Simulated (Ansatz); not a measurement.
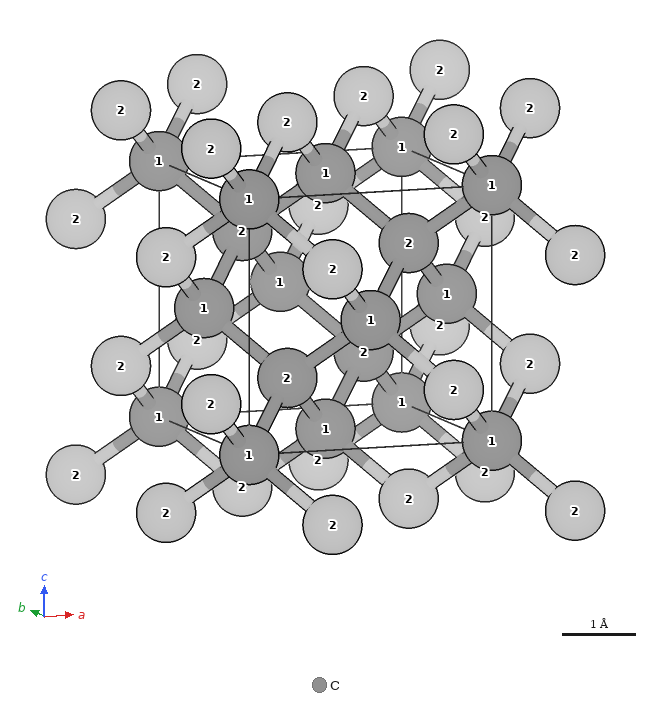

*The structure as given in the input (ball-and-stick view of the cell 4 times as large as that of the calculation, set on its symmetry axes, seen slightly off an axis; neighbours outside the cell are drawn fainter; atoms are numbered from 1 in the order of the input). An atom can appear more than once, as a periodic image.*

Near neighbours in the periodic cell (some may lie outside the picture): C has 4 C at 1.54 Å.

Geometry relaxation of C (part 1 of 2)

- system: C (Fd-3m, 2 atoms in the cell)
- method: DFT PBEsol, scalar-relativistic, plane waves, PAW, no spin polarisation (Ansatz 0.2.0)

The structure derives from an entry of the Crystallography Open Database. Figures and captions count atoms from 1; the log counts them from 0 in places.

## Output
```
Engine: ansatz 0.2.0, x86_64-unknown-linux-gnu
Pseudopotentials: kind: paw
Pseudopotential: C, paw, valence charge 4, recommended cutoff 420 eV (normal), C.paw.azcp
Functional definition: PBEsol
  exchange = pbesol_x
  correlation = pbesol_c
Crystal: 2 atoms, lattice volume = 11.344 Å³
Basis set: ecut = 420 eV, 229 PW (Γ), exchange–correlation on 36×36×36 points (8 copies of the dense FFT grid, shifted against one another)
Bands: 8, of which v1, the nominal top of the filled ones, is band 4 counted from 1 (3 counted from 0)
Symmetry: 48 space group operations
Space group: Fd-3m (ITA 227), of the structure as read, at distance tolerance 2.2e-5 Å
k-points: 72 of 1728
Non-local potential: C, projectors of the file, l = 0: 2, l = 1: 2, l = 2: 1
PAW form: soft (Blöchl's): semilocal exchange-correlation on the pseudo side does not see the compensation charge
PAW frozen core: C, regenerated for the run's functional, and the local potential with it (the file was generated under x = pbe(κ = 0.804, μ = 0.2195149727645171), c = pbe(β = 0.06672455060314922))
PAW one-centre angular grid: C, 110 points (default); XC on 64 Gauss nodes
Initial density: superposition of atomic densities (neutral atoms: chi_scale 0, normalization atom), corrected by the library's trained network
Initial wavefunctions: pseudopotential atomic-orbital guess
Functional: x = pbesol(κ = 0.804, μ = 0.12345679012345678), c = pbesol(β = 0.046)
SCF iter   1: F=—  HF=-493.334900 eV  |F-HF|=—  |Δ(HF+E_count)|=         —  Δρ=5.32e-3  dr2=2.64e-3  ethr=1.77e-3  ⟨swp⟩=5.3  Hψ=3817  notcnv=0
preconditioner: auto → none  [insulator: Δε(μ)=4.016 eV  Ē_g=19.580 eV  σ=0.020 eV  W_gap=1.00  n_scr=0 (ndim 8)  ℏωp=31.2 eV  f_vac=0.000  D(μ)=0.00/eV (n_scr^D=0)  ε∞_Penn≈3.5]
SCF iter   2: F=—  HF=-493.334208 eV  |F-HF|=—  |Δ(HF+E_count)|=   6.92e-4  Δρ=2.13e-3  dr2=4.20e-4  ethr=3.30e-5  ⟨swp⟩=2.1  Hψ=1457  notcnv=0
SCF iter   3: F=—  HF=-493.334132 eV  |F-HF|=—  |Δ(HF+E_count)|=   7.56e-5  Δρ=2.05e-4  dr2=2.44e-6  ethr=5.24e-6  ⟨swp⟩=2.0  Hψ=865  notcnv=0
SCF iter   4: F=—  HF=-493.334133 eV  |F-HF|=—  |Δ(HF+E_count)|=   1.04e-6  Δρ=3.31e-5  dr2=7.96e-8  ethr=3.05e-8  ⟨swp⟩=2.0  Hψ=864  notcnv=0
iter 5 did not close the SCF: its close was put off for the readings that it lacked (scf_convergence_deferred on its scf_iter line)
SCF iter   5: F=-493.334133 eV  HF=-493.334133 eV  |F-HF|=2.12e-10  |Δ(HF+E_count)|=   3.10e-8  Δρ=3.65e-6  dr2=6.31e-10  ethr=9.95e-10  ⟨swp⟩=2.1  Hψ=869  notcnv=0
SCF iter   6: F=-493.334133 eV  HF=-493.334133 eV  |F-HF|=1.71e-13  |Δ(HF+E_count)|=  1.46e-10  Δρ=4.08e-8  dr2=3.13e-14  ethr=7.89e-12  ⟨swp⟩=3.8  Hψ=2479  notcnv=0
SCF 1 converged in 6 iterations: F = -493.334133 eV  dr2 = 3.13e-14
  greatest PAW one-centre occupation: 0.641 electrons in one spin orbital (limit 2), on the C atom at site 1 (counted from 0), in its partial waves of l = 0
relax step   1: F+E_penalty+E_count = -493.33413313 eV  Δ(F+E_penalty+E_count) = +0.000e0 eV  max|allowed force component| = 2.776e-17 eV/Å  Δτ_max = 0.0000 Å  P = -4.800 GPa  Ω = 11.344 Å³  (6 SCF iters, accepted)
Crystal: 2 atoms, lattice volume = 11.269 Å³
Initial density: handed on by an earlier stage of this run
Initial wavefunctions: those handed on with the density
iter 1 solved again at ethr=3.69e-6 eV; its pass at ethr=3.10e-3 eV (dr2=2.95e-4 eV) is discarded
SCF iter   1: F=—  HF=-493.336272 eV  |F-HF|=—  |Δ(HF+E_count)|=         —  Δρ=1.73e-3  dr2=2.86e-4  ethr=3.69e-6  ⟨swp⟩=1.0  Hψ=4141  notcnv=0
preconditioner: auto → none  [insulator: Δε(μ)=4.065 eV  Ē_g=19.676 eV  σ=0.020 eV  W_gap=1.00  n_scr=0 (ndim 8)  ℏωp=31.3 eV  f_vac=0.000  D(μ)=0.00/eV (n_scr^D=0)  ε∞_Penn≈3.5]
SCF iter   2: F=—  HF=-493.336181 eV  |F-HF|=—  |Δ(HF+E_count)|=   9.13e-5  Δρ=6.89e-4  dr2=4.76e-5  ethr=3.58e-6  ⟨swp⟩=1.7  Hψ=726  notcnv=0
SCF iter   3: F=—  HF=-493.336165 eV  |F-HF|=—  |Δ(HF+E_count)|=   1.57e-5  Δρ=4.70e-5  dr2=9.68e-8  ethr=5.95e-7  ⟨swp⟩=2.2  Hψ=867  notcnv=0
iter 4 did not close the SCF: its close was put off for the readings that it lacked (scf_convergence_deferred on its scf_iter line)
SCF iter   4: F=-493.336165 eV  HF=-493.336165 eV  |F-HF|=3.73e-11  |Δ(HF+E_count)|=   1.13e-7  Δρ=1.90e-6  dr2=1.65e-10  ethr=1.21e-9  ⟨swp⟩=2.3  Hψ=868  notcnv=0
iter 5 did not close the SCF: its close was put off for the readings that it lacked (scf_convergence_deferred on its scf_iter line)
SCF iter   5: F=-493.336165 eV  HF=-493.336165 eV  |F-HF|=1.25e-12  |Δ(HF+E_count)|=  4.53e-11  Δρ=2.25e-7  dr2=1.33e-12  ethr=2.06e-12  ⟨swp⟩=1.1  Hψ=593  notcnv=0
SCF iter   6: F=-493.336165 eV  HF=-493.336165 eV  |F-HF|=1.14e-13  |Δ(HF+E_count)|=  1.14e-12  Δρ=1.08e-8  dr2=4.92e-15  ethr=1.00e-12  ⟨swp⟩=3.1  Hψ=2023  notcnv=0
SCF 2 converged in 6 iterations: F = -493.336165 eV  dr2 = 4.92e-15
  greatest PAW one-centre occupation: 0.643 electrons in one spin orbital (limit 2), on the C atom at site 1 (counted from 0), in its partial waves of l = 0
relax step   2: F+E_penalty+E_count = -493.33616549 eV  Δ(F+E_penalty+E_count) = -2.032e-3 eV  max|allowed force component| = 1.804e-16 eV/Å  Δτ_max = 0.0000 Å  P = -1.846 GPa  Ω = 11.269 Å³  energy of the carried Pulay correction = +4.825e-4 eV  (6 SCF iters, dr2 threshold 2.00e-7 eV, accepted)
Crystal: 2 atoms, lattice volume = 11.223 Å³
iter 1 solved again at ethr=1.44e-6 eV; its pass at ethr=3.10e-3 eV (dr2=1.15e-4 eV) is discarded
SCF iter   1: F=—  HF=-493.336769 eV  |F-HF|=—  |Δ(HF+E_count)|=         —  Δρ=1.08e-3  dr2=1.11e-4  ethr=1.44e-6  ⟨swp⟩=1.0  Hψ=4154  notcnv=0
preconditioner: auto → none  [insulator: Δε(μ)=4.071 eV  Ē_g=19.736 eV  σ=0.020 eV  W_gap=1.00  n_scr=0 (ndim 8)  ℏωp=31.4 eV  f_vac=0.000  D(μ)=0.00/eV (n_scr^D=0)  ε∞_Penn≈3.5]
SCF iter   2: F=—  HF=-493.336734 eV  |F-HF|=—  |Δ(HF+E_count)|=   3.54e-5  Δρ=4.31e-4  dr2=1.85e-5  ethr=1.39e-6  ⟨swp⟩=1.7  Hψ=723  notcnv=0
iter 3 did not close the SCF: its close was put off for the readings that it lacked (scf_convergence_deferred on its scf_iter line)
SCF iter   3: F=-493.336728 eV  HF=-493.336728 eV  |F-HF|=4.30e-8  |Δ(HF+E_count)|=   5.88e-6  Δρ=2.93e-5  dr2=3.90e-8  ethr=2.31e-7  ⟨swp⟩=2.2  Hψ=867  notcnv=0
iter 4 did not close the SCF: its close was put off for the readings that it lacked (scf_convergence_deferred on its scf_iter line)
SCF iter   4: F=-493.336728 eV  HF=-493.336728 eV  |F-HF|=5.11e-11  |Δ(HF+E_count)|=   4.47e-8  Δρ=1.46e-6  dr2=1.49e-10  ethr=4.88e-10  ⟨swp⟩=2.3  Hψ=870  notcnv=0
iter 5 did not close the SCF: its close was put off for the readings that it lacked (scf_convergence_deferred on its scf_iter line)
SCF iter   5: F=-493.336728 eV  HF=-493.336728 eV  |F-HF|=3.41e-13  |Δ(HF+E_count)|=  3.83e-11  Δρ=1.34e-7  dr2=4.90e-13  ethr=1.86e-12  ⟨swp⟩=2.0  Hψ=851  notcnv=0
SCF iter   6: F=-493.336728 eV  HF=-493.336728 eV  |F-HF|=0.00e0  |Δ(HF+E_count)|=  2.27e-13  Δρ=4.45e-9  dr2=5.53e-16  ethr=1.00e-12  ⟨swp⟩=3.0  Hψ=2007  notcnv=0
SCF 3 converged in 6 iterations: F = -493.336728 eV  dr2 = 5.53e-16
relax step   3: F+E_penalty+E_count = -493.33672822 eV  Δ(F+E_penalty+E_count) = -5.627e-4 eV  max|allowed force component| = 2.220e-16 eV/Å  Δτ_max = 0.0000 Å  P = +0.025 GPa  Ω = 11.223 Å³  energy of the carried Pulay correction = +7.825e-4 eV  (6 SCF iters, dr2 threshold 2.00e-7 eV, accepted)
Initial wavefunctions: pseudopotential atomic-orbital guess (no wavefunctions were taken with the density)
iter 1 solved again at ethr=2.63e-8 eV; its pass at ethr=3.10e-3 eV (dr2=2.11e-6 eV) is discarded
SCF iter   1: F=—  HF=-493.335983 eV  |F-HF|=—  |Δ(HF+E_count)|=         —  Δρ=9.08e-5  dr2=1.32e-7  ethr=2.63e-8  ⟨swp⟩=3.4  Hψ=5582  notcnv=0
preconditioner: auto → none  [insulator: Δε(μ)=4.065 eV  Ē_g=19.736 eV  σ=0.020 eV  W_gap=1.00  n_scr=0 (ndim 8)  ℏωp=31.4 eV  f_vac=0.000  D(μ)=0.00/eV (n_scr^D=0)  ε∞_Penn≈3.5]
SCF iter   2: F=—  HF=-493.335983 eV  |F-HF|=—  |Δ(HF+E_count)|=   4.40e-8  Δρ=4.49e-5  dr2=2.97e-8  ethr=1.65e-9  ⟨swp⟩=1.0  Hψ=576  notcnv=0
SCF iter   3: F=—  HF=-493.335983 eV  |F-HF|=—  |Δ(HF+E_count)|=   3.53e-8  Δρ=1.96e-6  dr2=6.90e-11  ethr=3.72e-10  ⟨swp⟩=2.0  Hψ=864  notcnv=0
iter 4 did not close the SCF: its close was put off for the readings that it lacked (scf_convergence_deferred on its scf_iter line)
SCF iter   4: F=-493.335983 eV  HF=-493.335983 eV  |F-HF|=3.41e-13  |Δ(HF+E_count)|=  9.00e-11  Δρ=9.70e-8  dr2=2.10e-13  ethr=1.00e-12  ⟨swp⟩=2.0  Hψ=820  notcnv=0
iter 5 did not close the SCF: its close was put off for the readings that it lacked (scf_convergence_deferred on its scf_iter line)
SCF iter   5: F=-493.335983 eV  HF=-493.335983 eV  |F-HF|=0.00e0  |Δ(HF+E_count)|=  4.55e-13  Δρ=7.22e-9  dr2=2.52e-15  ethr=1.00e-12  ⟨swp⟩=1.0  Hψ=576  notcnv=0
iter 6 did not close the SCF: its close was put off for the readings that it lacked (scf_convergence_deferred on its scf_iter line)
SCF iter   6: F=-493.335983 eV  HF=-493.335983 eV  |F-HF|=2.27e-13  |Δ(HF+E_count)|=  2.27e-13  Δρ=4.56e-10  dr2=1.04e-17  ethr=1.00e-12  ⟨swp⟩=1.0  Hψ=576  notcnv=0
iter 7 did not close the SCF: its close was put off for the readings that it lacked (scf_convergence_deferred on its scf_iter line)
SCF iter   7: F=-493.335983 eV  HF=-493.335983 eV  |F-HF|=1.14e-13  |Δ(HF+E_count)|=  2.27e-13  Δρ=7.33e-11  dr2=4.35e-19  ethr=1.00e-12  ⟨swp⟩=1.0  Hψ=576  notcnv=0
SCF iter   8: F=-493.335983 eV  HF=-493.335983 eV  |F-HF|=2.27e-13  |Δ(HF+E_count)|=  1.14e-13  Δρ=6.88e-12  dr2=1.06e-21  ethr=1.00e-12  ⟨swp⟩=1.1  Hψ=1445  notcnv=0
SCF 4 converged in 8 iterations: F = -493.335983 eV  dr2 = 1.06e-21
relax step   4: F+E_penalty+E_count = -493.33598333 eV  Δ(F+E_penalty+E_count) = +7.449e-4 eV  max|allowed force component| = 2.868e-16 eV/Å  Δτ_max = 0.0000 Å  P = -0.093 GPa  Ω = 11.223 Å³  stress off target by 9.28e-2 GPa  SCF on the basis re-selected at this cell (its energy is not comparable with the rows above)  (8 SCF iters)
basis re-selected at this cell: Δ(F+E_penalty+E_count) = +7.449e-4 eV, ΔP = -0.118 GPa vs the last step (what re-selecting the basis moved, of the pressure what is left beyond the Pulay correction that the steps carried, after the strain that the cell walked since its last selection, with what the two solves' SCF thresholds leave and, on support functions, any second-order correction that the steps lacked; it is no measure of the basis error at this ecutwfc). This SCF's stress stands 9.28e-2 GPa from its target on what of the cell is left free (relax.cell.stress_tol is 5.00e-2 GPa) and its largest allowed force component is 2.87e-16 eV/Å (relax.f_tol is 5.00e-3 eV/Å): not within both, so this SCF does not close the relaxation
Crystal: 2 atoms, lattice volume = 11.221 Å³
iter 1 solved again at ethr=3.56e-9 eV; its pass at ethr=3.10e-3 eV (dr2=2.84e-7 eV) is discarded
SCF iter   1: F=—  HF=-493.335998 eV  |F-HF|=—  |Δ(HF+E_count)|=         —  Δρ=5.37e-5  dr2=2.75e-7  ethr=3.56e-9  ⟨swp⟩=1.0  Hψ=4148  notcnv=0
preconditioner: auto → none  [insulator: Δε(μ)=4.066 eV  Ē_g=19.739 eV  σ=0.020 eV  W_gap=1.00  n_scr=0 (ndim 8)  ℏωp=31.4 eV  f_vac=0.000  D(μ)=0.00/eV (n_scr^D=0)  ε∞_Penn≈3.5]
SCF iter   2: F=—  HF=-493.335999 eV  |F-HF|=—  |Δ(HF+E_count)|=   1.35e-7  Δρ=2.14e-5  dr2=4.57e-8  ethr=3.44e-9  ⟨swp⟩=1.7  Hψ=717  notcnv=0
iter 3 did not close the SCF: its close was put off for the readings that it lacked (scf_convergence_deferred on its scf_iter line)
SCF iter   3: F=-493.335999 eV  HF=-493.335999 eV  |F-HF|=1.07e-10  |Δ(HF+E_count)|=   1.45e-8  Δρ=1.46e-6  dr2=9.82e-11  ethr=5.71e-10  ⟨swp⟩=2.2  Hψ=867  notcnv=0
iter 4 did not close the SCF: its close was put off for the readings that it lacked (scf_convergence_deferred on its scf_iter line)
SCF iter   4: F=-493.335999 eV  HF=-493.335999 eV  |F-HF|=1.14e-13  |Δ(HF+E_count)|=  1.06e-10  Δρ=8.08e-8  dr2=4.96e-13  ethr=1.23e-12  ⟨swp⟩=2.2  Hψ=867  notcnv=0
iter 5 did not close the SCF: its close was put off for the readings that it lacked (scf_convergence_deferred on its scf_iter line)
SCF iter   5: F=-493.335999 eV  HF=-493.335999 eV  |F-HF|=1.14e-13  |Δ(HF+E_count)|=    0.00e0  Δρ=6.78e-9  dr2=1.24e-15  ethr=1.00e-12  ⟨swp⟩=1.0  Hψ=576  notcnv=0
iter 6 did not close the SCF: its close was put off for the readings that it lacked (scf_convergence_deferred on its scf_iter line)
SCF iter   6: F=-493.335999 eV  HF=-493.335999 eV  |F-HF|=1.71e-13  |Δ(HF+E_count)|=    0.00e0  Δρ=7.89e-10  dr2=5.36e-17  ethr=1.00e-12  ⟨swp⟩=1.0  Hψ=576  notcnv=0
SCF iter   7: F=-493.335999 eV  HF=-493.335999 eV  |F-HF|=1.14e-13  |Δ(HF+E_count)|=    0.00e0  Δρ=1.68e-10  dr2=6.38e-19  ethr=1.00e-12  ⟨swp⟩=1.2  Hψ=1464  notcnv=0
SCF 5 converged in 7 iterations: F = -493.335999 eV  dr2 = 6.38e-19
relax step   5: F+E_penalty+E_count = -493.33599860 eV  Δ(F+E_penalty+E_count) = -1.528e-5 eV  max|allowed force component| = 2.128e-16 eV/Å  Δτ_max = 0.0000 Å  P = -0.000 GPa  Ω = 11.221 Å³  energy of the carried Pulay correction = +1.461e-5 eV  (7 SCF iters, accepted)
iter 1 solved again at ethr=2.23e-8 eV; its pass at ethr=3.10e-3 eV (dr2=1.78e-6 eV) is discarded
SCF iter   1: F=—  HF=-493.335999 eV  |F-HF|=—  |Δ(HF+E_count)|=         —  Δρ=9.43e-8  dr2=3.59e-13  ethr=2.23e-8  ⟨swp⟩=3.3  Hψ=5591  notcnv=0
eigensolver tolerance schedule: the retry pair's looser diagonalisation over-reported the residual by 4970992.20 of it (diagonalisation noise at an unbounded share of the residual, at the tolerance the schedule requests for it); recorded, not acted on — ethr = c·dr2/N_el stays at c = 1.0e-1
SCF iter   2: F=—  HF=-493.335999 eV  |F-HF|=—  |Δ(HF+E_count)|=   5.23e-7  Δρ=4.81e-8  dr2=1.04e-13  ethr=1.00e-12  ⟨swp⟩=2.3  Hψ=879  notcnv=0
iter 3 did not close the SCF: its close was put off for the readings that it lacked (scf_convergence_deferred on its scf_iter line)
SCF iter   3: F=-493.335999 eV  HF=-493.335999 eV  |F-HF|=0.00e0  |Δ(HF+E_count)|=    0.00e0  Δρ=3.19e-8  dr2=4.27e-14  ethr=1.00e-12  ⟨swp⟩=1.0  Hψ=576  notcnv=0
iter 4 did not close the SCF: its close was put off for the readings that it lacked (scf_convergence_deferred on its scf_iter line)
SCF iter   4: F=-493.335999 eV  HF=-493.335999 eV  |F-HF|=1.14e-13  |Δ(HF+E_count)|=  1.14e-13  Δρ=1.99e-8  dr2=1.59e-14  ethr=1.00e-12  ⟨swp⟩=1.0  Hψ=576  notcnv=0
iter 5 did not close the SCF: its close was put off for the readings that it lacked (scf_convergence_deferred on its scf_iter line)
SCF iter   5: F=-493.335999 eV  HF=-493.335999 eV  |F-HF|=1.14e-13  |Δ(HF+E_count)|=  1.14e-13  Δρ=1.52e-8  dr2=9.28e-15  ethr=1.00e-12  ⟨swp⟩=1.0  Hψ=576  notcnv=0
iter 6 did not close the SCF: its close was put off for the readings that it lacked (scf_convergence_deferred on its scf_iter line)
SCF iter   6: F=-493.335999 eV  HF=-493.335999 eV  |F-HF|=5.68e-14  |Δ(HF+E_count)|=  1.14e-13  Δρ=1.17e-8  dr2=5.54e-15  ethr=1.00e-12  ⟨swp⟩=1.0  Hψ=576  notcnv=0
SCF iter   7: F=-493.335999 eV  HF=-493.335999 eV  |F-HF|=5.68e-14  |Δ(HF+E_count)|=  5.68e-14  Δρ=5.27e-9  dr2=1.13e-15  ethr=1.00e-12  ⟨swp⟩=2.0  Hψ=1696  notcnv=0
SCF 6 converged in 7 iterations: F = -493.335999 eV  dr2 = 1.13e-15
relax step   6: F+E_penalty+E_count = -493.33599860 eV  Δ(F+E_penalty+E_count) = -1.137e-13 eV  max|allowed force component| = 2.220e-16 eV/Å  Δτ_max = 0.0000 Å  P = -0.001 GPa  Ω = 11.221 Å³  stress off target by 1.15e-3 GPa  SCF on the basis re-selected at this cell (its energy is not comparable with the rows above)  (7 SCF iters)
```
